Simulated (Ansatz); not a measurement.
## Geometry relaxation, with input and output: Au

System: Au (1 atom in the cell).
Method: DFT, PBE, PAW with Ansatz's default frozen-core files, scalar-relativistic, no spin polarisation (Ansatz 0.2.0).

The structure was built on a prototype by a generator; it need not be a known phase. It belongs to a series of runs on one base structure; here: cell relaxed at zero pressure.

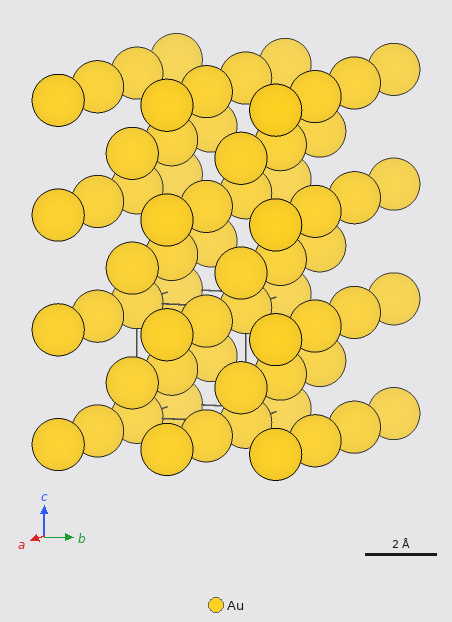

The input geometry (spheres-only view of the cell 2 times as large as that of the calculation, set on its symmetry axes, repeated 3 × 2 × 3, seen slightly off an axis).

## Summary

```tsv
quantity	value
outcome	converged
space group (tolerance 0.01 Å)	Im-3m (229)
electrons treated	19
free energy	−13149.3099 eV
Fermi energy	19.222 eV
pressure	0.00 GPa
final volume	18.00 Å³
largest force (length of the vector) at the end	under 0.001 eV/Å
final cell	a = 2.860 Å, b = 2.860 Å, c = 2.860 Å, α = 109.47°, β = 109.47°, γ = 109.47°
hardware	1 thread of Intel Xeon @ 2.50GHz (Skylake/Cascade Lake), 64 GiB of memory available, shared host
wall time	6.4 s
peak memory	0.37 GiB
```

## Remarks

Spin–orbit coupling is left out, which matters for Au.

## Input
```yaml
crystal:
  lattice:
    - [-1.6495254221, 1.6495254221, 1.6495254221]
    - [1.6495254221, -1.6495254221, 1.6495254221]
    - [1.6495254221, 1.6495254221, -1.6495254221]
  atoms:
    - { symbol: Au, position: [0.0, 0.0, 0.0] }
kpoints:
  mp_grid: { grid: [16, 16, 16] }
scf:
  occupations: { method: fermi_dirac, width: 0.08 }
hamiltonian:
  xc: pbe
  pseudopotentials: { kind: paw }
output:
  forces: true
  stress: true
relax:
  f_tol: 0.005
  max_steps: 40
  cell: {}
```

Run as:
```bash
ansatz run input.yaml --threads 1 --pin off --max-ram 2048MiB --backend cpu --events-out ev --progress --plain --runs-dir out
```

## The program's output
```
Engine: ansatz 0.2.0, x86_64-unknown-linux-gnu
Pseudopotentials: kind: paw
Pseudopotential: Au, paw, valence charge 19, recommended cutoff 420 eV (normal), Au.paw.azcp
Functional definition: PBE
  parameter kappa = 0.804
  parameter beta = 0.06672455060314922
  exchange = pbe_x(kappa = kappa, mu = beta*pi^2/3)
  correlation = pbe_c(beta = beta)
Crystal: 1 atoms, lattice volume = 17.953 Å³
Basis set: ecut = 420 eV, 369 PW (Γ), exchange–correlation on 40×40×40 points (8 copies of the dense FFT grid, shifted against one another)
Bands: 14, of which v1, the nominal top of the filled ones, is band 10 counted from 1 (9 counted from 0)
Symmetry: 48 space group operations
Space group: Im-3m (ITA 229), of the structure as read, at distance tolerance 2.6e-5 Å
k-points: 145 of 4096
Non-local potential: Au, projectors of the file, l = 0: 3, l = 1: 2, l = 2: 2, l = 3: 1
PAW form: soft (Blöchl's): semilocal exchange-correlation on the pseudo side does not see the compensation charge
PAW one-centre angular grid: Au, 590 points (default); XC on 64 Gauss nodes
Initial density: superposition of atomic densities (neutral atoms: chi_scale 0, normalization atom), corrected by the library's trained network
Initial wavefunctions: pseudopotential atomic-orbital guess
Functional: x = pbe(κ = 0.804, μ = 0.2195149727645171), c = pbe(β = 0.06672455060314922)
SCF iter   1: F=—  HF=-13149.309427 eV  |F-HF|=—  |Δ(HF+E_count)|=         —  Δρ=2.03e-3  dr2=1.48e-4  ethr=1.77e-3  ⟨swp⟩=4.5  Hψ=10162  notcnv=0
preconditioner: auto → Kerker (q_TF=auto, 2.754 Å⁻¹)  [metal: Δε(μ)=0.061 eV  Ē_g=15.713 eV  σ=0.080 eV  W_gap=0.18  n_scr=12 (ndim 8)  ℏωp=29.1 eV  f_vac=0.000  D(μ)=0.27/eV (n_scr^D=0)]
SCF iter   2: F=—  HF=-13149.309814 eV  |F-HF|=—  |Δ(HF+E_count)|=   3.87e-4  Δρ=1.10e-3  dr2=4.01e-5  ethr=7.81e-7  ⟨swp⟩=2.8  Hψ=4379  notcnv=0
SCF iter   3: F=—  HF=-13149.309888 eV  |F-HF|=—  |Δ(HF+E_count)|=   7.33e-5  Δρ=1.09e-4  dr2=5.00e-7  ethr=2.11e-7  ⟨swp⟩=2.0  Hψ=2789  notcnv=0
iter 4 did not close the SCF: its close was put off for the readings that it lacked (scf_convergence_deferred on its scf_iter line)
SCF iter   4: F=-13149.309889 eV  HF=-13149.309889 eV  |F-HF|=1.05e-8  |Δ(HF+E_count)|=   1.19e-6  Δρ=1.54e-5  dr2=1.75e-8  ethr=2.63e-9  ⟨swp⟩=2.0  Hψ=2737  notcnv=0
iter 5 did not close the SCF: its close was put off for the readings that it lacked (scf_convergence_deferred on its scf_iter line)
SCF iter   5: F=-13149.309889 eV  HF=-13149.309889 eV  |F-HF|=1.13e-10  |Δ(HF+E_count)|=   1.49e-8  Δρ=2.69e-6  dr2=7.24e-10  ethr=9.23e-11  ⟨swp⟩=2.0  Hψ=2757  notcnv=0
SCF iter   6: F=-13149.309889 eV  HF=-13149.309889 eV  |F-HF|=1.09e-11  |Δ(HF+E_count)|=  2.93e-10  Δρ=4.62e-7  dr2=2.81e-11  ethr=3.81e-12  ⟨swp⟩=1.0  Hψ=6214  notcnv=0
SCF 1 converged in 6 iterations: F = -13149.309889 eV  dr2 = 2.81e-11
  greatest PAW one-centre occupation: 1.000 electrons in one spin orbital (limit 2), on the Au atom at site 0 (counted from 0), in its partial waves of l = 0
relax step   1: F+E_penalty+E_count = -13149.30988882 eV  Δ(F+E_penalty+E_count) = +0.000e0 eV  max|allowed force component| = 0.000e0 eV/Å  Δτ_max = 0.0000 Å  P = +0.365 GPa  Ω = 17.953 Å³  (6 SCF iters, dr2 threshold 1.00e-7 eV, accepted)
Crystal: 1 atoms, lattice volume = 18.081 Å³
Initial density: handed on by an earlier stage of this run
Initial wavefunctions: those handed on with the density
iter 1 solved again at ethr=1.79e-7 eV; its pass at ethr=3.10e-3 eV (dr2=3.41e-5 eV) is discarded
SCF iter   1: F=—  HF=-13149.309762 eV  |F-HF|=—  |Δ(HF+E_count)|=         —  Δρ=5.38e-4  dr2=5.59e-5  ethr=1.79e-7  ⟨swp⟩=2.1  Hψ=13195  notcnv=0
preconditioner: auto → Kerker (q_TF=auto, 2.751 Å⁻¹)  [metal: Δε(μ)=0.053 eV  Ē_g=15.648 eV  σ=0.080 eV  W_gap=0.16  n_scr=12 (ndim 8)  ℏωp=29.0 eV  f_vac=0.000  D(μ)=0.28/eV (n_scr^D=0)]
SCF iter   2: F=—  HF=-13149.309749 eV  |F-HF|=—  |Δ(HF+E_count)|=   1.30e-5  Δρ=2.77e-4  dr2=1.29e-5  ethr=1.79e-7  ⟨swp⟩=2.0  Hψ=2751  notcnv=0
SCF iter   3: F=—  HF=-13149.309746 eV  |F-HF|=—  |Δ(HF+E_count)|=   2.92e-6  Δρ=6.95e-5  dr2=5.27e-7  ethr=6.78e-8  ⟨swp⟩=2.0  Hψ=2758  notcnv=0
SCF iter   4: F=-13149.309746 eV  HF=-13149.309746 eV  |F-HF|=7.94e-9  |Δ(HF+E_count)|=   1.36e-7  Δρ=1.24e-5  dr2=1.27e-8  ethr=5.26e-10  ⟨swp⟩=4.0  Hψ=6604  notcnv=0
SCF 2 converged in 4 iterations: F = -13149.309746 eV  dr2 = 1.27e-8
relax step   2: F+E_penalty+E_count = -13149.30974640 eV  Δ(F+E_penalty+E_count) = +1.424e-4 eV  max|allowed force component| = 0.000e0 eV/Å  Δτ_max = 0.0000 Å  P = -0.603 GPa  Ω = 18.081 Å³  energy of the carried Pulay correction = -4.389e-5 eV  (4 SCF iters, dr2 threshold 1.00e-7 eV, rejected (line search))
Crystal: 1 atoms, lattice volume = 18.001 Å³
iter 1 solved again at ethr=7.51e-8 eV; its pass at ethr=3.10e-3 eV (dr2=1.43e-5 eV) is discarded
SCF iter   1: F=—  HF=-13149.309930 eV  |F-HF|=—  |Δ(HF+E_count)|=         —  Δρ=3.38e-4  dr2=2.17e-5  ethr=7.51e-8  ⟨swp⟩=2.0  Hψ=13146  notcnv=0
preconditioner: auto → Kerker (q_TF=auto, 2.753 Å⁻¹)  [metal: Δε(μ)=0.058 eV  Ē_g=15.686 eV  σ=0.080 eV  W_gap=0.18  n_scr=12 (ndim 8)  ℏωp=29.0 eV  f_vac=0.000  D(μ)=0.27/eV (n_scr^D=0)]
SCF iter   2: F=—  HF=-13149.309930 eV  |F-HF|=—  |Δ(HF+E_count)|=   4.23e-7  Δρ=1.71e-4  dr2=4.87e-6  ethr=7.51e-8  ⟨swp⟩=2.0  Hψ=2755  notcnv=0
SCF iter   3: F=—  HF=-13149.309924 eV  |F-HF|=—  |Δ(HF+E_count)|=   5.59e-6  Δρ=4.25e-5  dr2=1.91e-7  ethr=2.56e-8  ⟨swp⟩=2.1  Hψ=2754  notcnv=0
SCF iter   4: F=—  HF=-13149.309926 eV  |F-HF|=—  |Δ(HF+E_count)|=   1.89e-6  Δρ=7.57e-6  dr2=4.66e-9  ethr=1.01e-9  ⟨swp⟩=3.0  Hψ=3001  notcnv=0
SCF iter   5: F=—  HF=-13149.309926 eV  |F-HF|=—  |Δ(HF+E_count)|=   3.20e-9  Δρ=1.59e-6  dr2=4.28e-10  ethr=2.45e-11  ⟨swp⟩=2.3  Hψ=2911  notcnv=0
SCF iter   6: F=-13149.309926 eV  HF=-13149.309926 eV  |F-HF|=1.82e-12  |Δ(HF+E_count)|=  2.73e-11  Δρ=2.70e-7  dr2=8.50e-12  ethr=1.00e-12  ⟨swp⟩=4.1  Hψ=8722  notcnv=0
SCF 3 converged in 6 iterations: F = -13149.309926 eV  dr2 = 8.50e-12
relax step   3: F+E_penalty+E_count = -13149.30992625 eV  Δ(F+E_penalty+E_count) = -3.743e-5 eV  max|allowed force component| = 0.000e0 eV/Å  Δτ_max = 0.0000 Å  P = -0.004 GPa  Ω = 18.001 Å³  energy of the carried Pulay correction = -1.651e-5 eV  (6 SCF iters, accepted)
Initial wavefunctions: pseudopotential atomic-orbital guess (no wavefunctions were taken with the density)
iter 1 solved again at ethr=1.34e-10 eV; its pass at ethr=3.10e-3 eV (dr2=2.55e-8 eV) is discarded
SCF iter   1: F=—  HF=-13149.309941 eV  |F-HF|=—  |Δ(HF+E_count)|=         —  Δρ=6.01e-6  dr2=1.12e-9  ethr=1.34e-10  ⟨swp⟩=4.2  Hψ=17570  notcnv=0
preconditioner: auto → Kerker (q_TF=auto, 2.753 Å⁻¹)  [metal: Δε(μ)=0.057 eV  Ē_g=15.689 eV  σ=0.080 eV  W_gap=0.17  n_scr=12 (ndim 8)  ℏωp=29.0 eV  f_vac=0.000  D(μ)=0.27/eV (n_scr^D=0)]
SCF iter   2: F=—  HF=-13149.309941 eV  |F-HF|=—  |Δ(HF+E_count)|=   4.01e-7  Δρ=3.13e-6  dr2=2.87e-10  ethr=5.90e-12  ⟨swp⟩=2.0  Hψ=3408  notcnv=0
SCF iter   3: F=-13149.309941 eV  HF=-13149.309941 eV  |F-HF|=0.00e0  |Δ(HF+E_count)|=  1.33e-10  Δρ=3.77e-7  dr2=4.30e-12  ethr=1.00e-12  ⟨swp⟩=3.2  Hψ=8260  notcnv=0
SCF 4 converged in 3 iterations: F = -13149.309941 eV  dr2 = 4.30e-12
relax step   4: F+E_penalty+E_count = -13149.30994098 eV  Δ(F+E_penalty+E_count) = -1.473e-5 eV  max|allowed force component| = 0.000e0 eV/Å  Δτ_max = 0.0000 Å  P = -0.005 GPa  Ω = 18.001 Å³  stress off target by 4.65e-3 GPa  SCF on the basis re-selected at this cell (its energy is not comparable with the rows above)  (3 SCF iters)
```

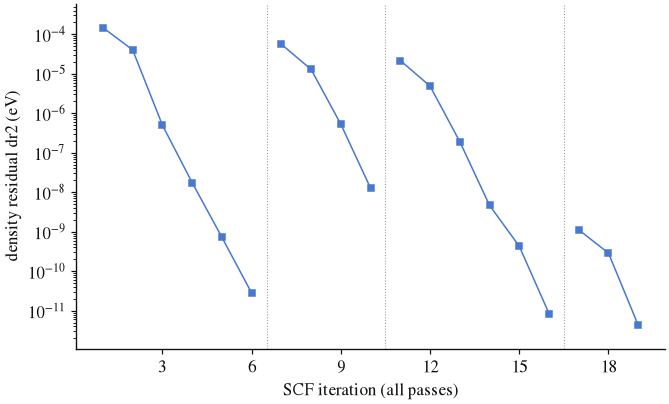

Convergence of the self-consistent field: density residual dr2 against the SCF iteration. The dotted lines part the SCF passes of the relaxation: geometry steps, rejected trials and re-solves on a re-selected basis. The passes take 6, 4, 6 and 3 iterations.

```
basis re-selected at this cell: Δ(F+E_penalty+E_count) = -1.473e-5 eV, ΔP = -0.000 GPa vs the last step (what re-selecting the basis moved, of the pressure what is left beyond the Pulay correction that the steps carried, after the strain that the cell walked since its last selection, with what the two solves' SCF thresholds leave and, on support functions, any second-order correction that the steps lacked; it is no measure of the basis error at this ecutwfc). This SCF's stress stands 4.65e-3 GPa from its target on what of the cell is left free (relax.cell.stress_tol is 5.00e-2 GPa) and its largest allowed force component is 0.00e0 eV/Å (relax.f_tol is 5.00e-3 eV/Å): within both
SCF converged after 3 iterations
Free energy (F): -13149.309941 eV
Harris-Foulkes:  -13149.309941 eV  (|F-HF|=0.00e0)
Internal energy: -13149.303833 eV  (E = F + TS)
E sigma→0 (E₀):  -13149.306887 eV
Entropy (-TS):   -0.006108 eV (-6.108 meV/atom)
Fermi energy:    19.222381 eV
--- Per-component energies (eV) ---
  E_band       = -230.869401
  E_kinetic    = 604.111943
  E_local      = -1784.477304  (includes V_loc(G=0)·N_el)
  E_nonlocal   = 74.231172
  E_hartree    = 755.798757
  E_xc         = -227.691789
  E_vxc        = -274.798387  (∫ρ·V_xc dr)
  E_paw        = -9706.687111  (= ΣΔE_a)
  E_vpaw       = -361.535744  (= ΣTr[D̂ρ^β])
  E_aug_tail   = 0.001434  (compensation charges beyond the density's cutoff)
  E_ewald      = -2864.590935
  E_smearing   = -0.006108  (= −TS)
  E_closure    = 0.000000  (closes the sum)
  Σ components = -13149.309941   (vs F -13149.309941, Δ=0.00e0)
--- Forces (eV/Å), atoms counted from 1 ---
  atom   1  Au     0.00000000    -0.00000000     0.00000000
  max |Σ_I F_I| component: 4.34e-30 eV/Å
--- Stress (GPa, compression-positive) ---
       -0.004652       0.000000       0.000000
        0.000000      -0.004652       0.000000
        0.000000       0.000000      -0.004652
  P = ⅓ Tr σ = -0.0047 GPa (-0.047 kbar)
--- Relaxed structure (3 steps of the walk, 2 accepted, 1 SCFs on fresh bases) ---
  F+E_penalty+E_count = -13149.30994098 eV   max|allowed force component| = 0.000e0 eV/Å   (the final SCF, on the basis selected at the relaxed cell)
  cell:  # Å, volume = 18.0011 Å³
    - [-1.6509971087117776, 1.6509971087117776, 1.6509971087117776]
    - [1.6509971087117776, -1.6509971087117776, 1.6509971087117776]
    - [1.6509971087117776, 1.6509971087117776, -1.6509971087117776]
  atoms:
    - { symbol: Au, position: [0.0, 0.0, 0.0] }
```

## Trajectory as extended XYZ (Å, eV, eV/Å), 4 frames, from step=1 to step=4
```
1
Lattice="-1.6495 1.6495 1.6495 1.6495 -1.6495 1.6495 1.6495 1.6495 -1.6495" Properties=species:S:1:pos:R:3:forces:R:3 step=1 energy=-13149.30989 pressure_GPa=0.36
Au    0.0000    0.0000    0.0000    0.0000   0.0000   0.0000
1
Lattice="-1.6534 1.6534 1.6534 1.6534 -1.6534 1.6534 1.6534 1.6534 -1.6534" Properties=species:S:1:pos:R:3:forces:R:3 step=2 energy=-13149.30975 pressure_GPa=-0.60 accepted=F
Au    0.0000    0.0000    0.0000    0.0000   0.0000   0.0000
1
Lattice="-1.6510 1.6510 1.6510 1.6510 -1.6510 1.6510 1.6510 1.6510 -1.6510" Properties=species:S:1:pos:R:3:forces:R:3 step=3 energy=-13149.30993 pressure_GPa=-0.00
Au    0.0000    0.0000    0.0000    0.0000   0.0000   0.0000
1
Lattice="-1.6510 1.6510 1.6510 1.6510 -1.6510 1.6510 1.6510 1.6510 -1.6510" Properties=species:S:1:pos:R:3:forces:R:3 step=4 energy=-13149.30994 pressure_GPa=-0.00
Au    0.0000    0.0000    0.0000    0.0000   0.0000   0.0000
```
